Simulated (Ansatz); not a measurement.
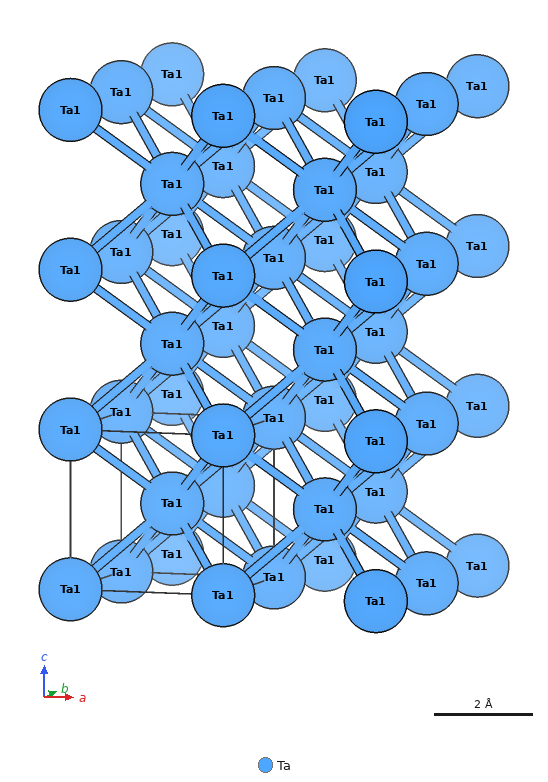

Figure 1. The structure as given in the input (ball-and-stick view of the cell 2 times as large as that of the calculation, set on its symmetry axes, repeated 2 × 2 × 3, seen slightly off an axis; atoms are numbered from 1 in the order of the input). Near neighbours in the crystal (not all of them lie inside the picture): Ta has 8 Ta at 2.87 Å.

## What a change does: single-point calculation on Ta

System: Ta (Im-3m, 1 atom in the cell).
Method of the first run: DFT PBEsol, scalar-relativistic, plane waves, PAW, no spin polarisation (Ansatz 0.2.0).

Text and figures count atoms from 1; the logs count them from 0 in places.

Input file, the first run:
```yaml
crystal:
  lattice:
    - [-1.655, 1.655, 1.655]
    - [1.655, -1.655, 1.655]
    - [1.655, 1.655, -1.655]
  atoms:
    - { symbol: Ta, position: [0.0, 0.0, 0.0] }
basis:
  ecutwfc: 420
  ecutrho_ratio: 4
kpoints:
  mp_grid: { grid: [18, 18, 18] }
hamiltonian:
  xc: pbesol
scf:
  occupations: { method: gaussian, width: 0.05 }
output:
  forces: true
  stress: true
  eigenvalues: true
```

Hardware: 4 threads of an x86-64 CPU, shared host.

Output, shortened to warnings, some set-up lines, iterations and results (the first run):
```
Basis set: ecut = 420 eV, 369 PW (Γ), exchange–correlation on 40×40×40 points (8 copies of the dense FFT grid, shifted against one another)
Symmetry: 48 space group operations
k-points: 195 of 5832
Initial density: superposition of atomic densities (neutral atoms: chi_scale 0, normalization atom), corrected by the library's trained network
[...]
SCF iter   1: F=—  HF=-9806.493150 eV  |F-HF|=—  |Δ(HF+E_count)|=         —  Δρ=2.14e-3  dr2=2.11e-4  ethr=1.77e-3  ⟨swp⟩=5.8  Hψ=12407  notcnv=0
SCF iter   2: F=—  HF=-9806.492958 eV  |F-HF|=—  |Δ(HF+E_count)|=   1.92e-4  Δρ=9.99e-4  dr2=4.22e-5  ethr=1.62e-6  ⟨swp⟩=2.1  Hψ=4739  notcnv=0
SCF iter   3: F=—  HF=-9806.492996 eV  |F-HF|=—  |Δ(HF+E_count)|=   3.87e-5  Δρ=1.52e-4  dr2=1.29e-6  ethr=3.24e-7  ⟨swp⟩=1.1  Hψ=2110  notcnv=0
SCF iter   4: F=-9806.492996 eV  HF=-9806.492996 eV  |F-HF|=3.47e-8  |Δ(HF+E_count)|=   1.28e-7  Δρ=3.60e-5  dr2=7.28e-8  ethr=9.89e-9  ⟨swp⟩=2.7  Hψ=3315  notcnv=0
SCF iter   5: F=-9806.492996 eV  HF=-9806.492996 eV  |F-HF|=7.94e-9  |Δ(HF+E_count)|=   2.18e-8  Δρ=1.85e-5  dr2=1.64e-8  ethr=5.60e-10  ⟨swp⟩=1.1  Hψ=2109  notcnv=0
SCF iter   6: F=-9806.492996 eV  HF=-9806.492996 eV  |F-HF|=3.66e-10  |Δ(HF+E_count)|=   6.54e-9  Δρ=3.85e-6  dr2=8.33e-10  ethr=1.26e-10  ⟨swp⟩=2.9  Hψ=7253  notcnv=0
SCF 1 converged in 6 iterations: F = -9806.492996 eV  dr2 = 8.33e-10
SCF converged after 6 iterations
Free energy (F): -9806.492996 eV
Harris-Foulkes:  -9806.492996 eV  (|F-HF|=3.66e-10)
Internal energy: -9806.491425 eV  (E = F + TS)
E sigma→0 (E₀):  -9806.492211 eV
Entropy (-TS):   -0.001571 eV (-1.571 meV/atom)
Fermi energy:    18.349285 eV
--- Per-component energies (eV) ---
  E_band       = -107.166359
  E_kinetic    = 365.728254
  E_local      = -553.955925  (includes V_loc(G=0)·N_el)
  E_nonlocal   = 17.480008
  E_hartree    = 191.139443
  E_xc         = -216.793657
  E_vxc        = -203.564959  (∫ρ·V_xc dr)
  E_paw        = -8272.505657  (= ΣΔE_a)
  E_vpaw       = -115.132854  (= ΣTr[D̂ρ^β])
  E_aug_tail   = 0.000120  (compensation charges beyond the density's cutoff)
  E_ewald      = -1337.797656
  E_core_change = 0.213646  (= ΣΔE_core)
  E_smearing   = -0.001571  (= −TS)
  E_closure    = 0.000000  (closes the sum)
  Σ components = -9806.492996   (vs F -9806.492996, Δ=0.00e0)
--- Forces (eV/Å), atoms counted from 1 ---
  atom   1  Ta    -0.00000000     0.00000000    -0.00000000
  max |Σ_I F_I| component: 1.49e-32 eV/Å
--- Stress (GPa, compression-positive) ---
       -5.256300       0.000000       0.000000
        0.000000      -5.256300      -0.000000
        0.000000       0.000000      -5.256300
  P = ⅓ Tr σ = -5.2563 GPa (-52.563 kbar)
```

The input of the second run differs as follows (lines with − go, lines with + come):
```diff
-    - [-1.655, 1.655, 1.655]
-    - [1.655, -1.655, 1.655]
-    - [1.655, 1.655, -1.655]
+    - [-1.6354381924, 1.6354381924, 1.6354381924]
+    - [1.6354381924, -1.6354381924, 1.6354381924]
+    - [1.6354381924, 1.6354381924, -1.6354381924]
```

Predict how the results change.

With the same functional and potentials, the second run lies 7.2 meV per atom lower. The pressure goes from −5.26 to 1.81 GPa. The volume per atom goes from 18.13 to 17.50 Å³. The cell is scaled evenly with the atoms at fixed fractional positions, so −ΔP/Δ ln V estimates the bulk modulus midway between the two volumes: about 200 GPa. The number of SCF iterations is the same. The plane waves at Γ go from 369 to 321.

Output, shortened to warnings, some set-up lines, iterations and results (the second run):
```
Basis set: ecut = 420 eV, 321 PW (Γ), exchange–correlation on 40×40×40 points (8 copies of the dense FFT grid, shifted against one another)
Symmetry: 48 space group operations
k-points: 195 of 5832
Initial density: superposition of atomic densities (neutral atoms: chi_scale 0, normalization atom), corrected by the library's trained network
[...]
SCF iter   1: F=—  HF=-9806.500407 eV  |F-HF|=—  |Δ(HF+E_count)|=         —  Δρ=2.32e-3  dr2=2.74e-4  ethr=1.77e-3  ⟨swp⟩=5.8  Hψ=12450  notcnv=0
SCF iter   2: F=—  HF=-9806.500150 eV  |F-HF|=—  |Δ(HF+E_count)|=   2.57e-4  Δρ=1.05e-3  dr2=4.82e-5  ethr=2.10e-6  ⟨swp⟩=2.1  Hψ=4655  notcnv=0
SCF iter   3: F=—  HF=-9806.500186 eV  |F-HF|=—  |Δ(HF+E_count)|=   3.57e-5  Δρ=1.57e-4  dr2=1.22e-6  ethr=3.70e-7  ⟨swp⟩=1.1  Hψ=2102  notcnv=0
SCF iter   4: F=-9806.500186 eV  HF=-9806.500186 eV  |F-HF|=3.86e-8  |Δ(HF+E_count)|=   2.86e-7  Δρ=2.37e-5  dr2=5.78e-8  ethr=9.35e-9  ⟨swp⟩=2.3  Hψ=3125  notcnv=0
SCF iter   5: F=-9806.500186 eV  HF=-9806.500186 eV  |F-HF|=1.74e-9  |Δ(HF+E_count)|=   2.25e-8  Δρ=1.04e-5  dr2=4.59e-9  ethr=4.44e-10  ⟨swp⟩=2.5  Hψ=2897  notcnv=0
SCF iter   6: F=-9806.500186 eV  HF=-9806.500186 eV  |F-HF|=2.84e-10  |Δ(HF+E_count)|=   1.29e-9  Δρ=1.93e-6  dr2=4.28e-10  ethr=3.53e-11  ⟨swp⟩=2.3  Hψ=7377  notcnv=0
SCF 1 converged in 6 iterations: F = -9806.500186 eV  dr2 = 4.28e-10
SCF converged after 6 iterations
Free energy (F): -9806.500186 eV
Harris-Foulkes:  -9806.500186 eV  (|F-HF|=2.84e-10)
Internal energy: -9806.498428 eV  (E = F + TS)
E sigma→0 (E₀):  -9806.499307 eV
Entropy (-TS):   -0.001758 eV (-1.758 meV/atom)
Fermi energy:    19.108129 eV
--- Per-component energies (eV) ---
  E_band       = -96.907703
  E_kinetic    = 367.111024
  E_local      = -533.514847  (includes V_loc(G=0)·N_el)
  E_nonlocal   = 17.920329
  E_hartree    = 185.620843
  E_xc         = -217.298340
  E_vxc        = -204.224652  (∫ρ·V_xc dr)
  E_paw        = -8272.751905  (= ΣΔE_a)
  E_vpaw       = -115.441848  (= ΣTr[D̂ρ^β])
  E_aug_tail   = 0.000146  (compensation charges beyond the density's cutoff)
  E_ewald      = -1353.799325
  E_core_change = 0.213646  (= ΣΔE_core)
  E_smearing   = -0.001758  (= −TS)
  E_closure    = 0.000000  (closes the sum)
  Σ components = -9806.500186   (vs F -9806.500186, Δ=0.00e0)
--- Forces (eV/Å), atoms counted from 1 ---
  atom   1  Ta     0.00000000    -0.00000000    -0.00000000
  max |Σ_I F_I| component: 5.14e-32 eV/Å
--- Stress (GPa, compression-positive) ---
        1.814161      -0.000000       0.000000
       -0.000000       1.814161      -0.000000
       -0.000000       0.000000       1.814161
  P = ⅓ Tr σ = 1.8142 GPa (18.142 kbar)
```

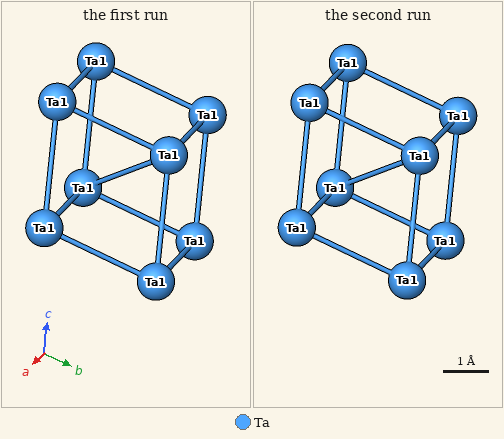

Figure 2. The two input geometries at one scale (ball-and-stick view of the cell of the calculation, seen slightly off an axis). The atoms keep their places relative to the cell (all moves are under 0.005 Å). The volume changes by −3.5 %, with a = b = c 2.867 → 2.833 Å (−1.2 %). Among the contacts that change: Ta1–Ta1 2.867 → 2.833 Å.

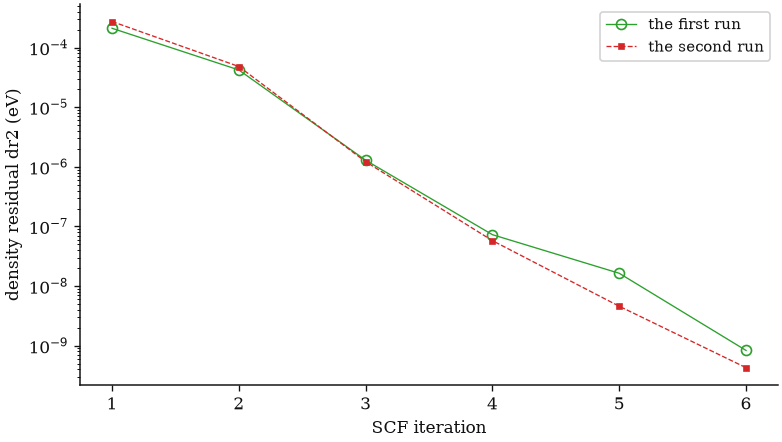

Figure 3. Convergence of the two runs: density residual dr2 against the SCF iteration. The first run takes 6 iterations in all, and the second run takes 6.

The two runs side by side:

| quantity | the first run | the second run |
| --- | --- | --- |
| outcome | converged | converged |
| free energy per atom (eV) | −9806.4930 | −9806.5002 |
| energy per atom, smearing taken to zero (eV) | −9806.4922 | −9806.4993 |
| pressure (GPa) | −5.26 | 1.81 |
| volume per atom (Å³) | 18.13 | 17.50 |
| largest force (eV/Å) | 0.000 | 0.000 |
| SCF iterations | 6 | 6 |
| irreducible k-points | 195 | 195 |
| plane waves at Γ | 369 | 321 |
| wall time (shared host) | 0.78 s | 1.1 s |

For both runs: Spin–orbit coupling is left out, which matters for Ta. For the first run: The cell is under a tension of 5.3 GPa at this level, so it is not at its equilibrium volume.
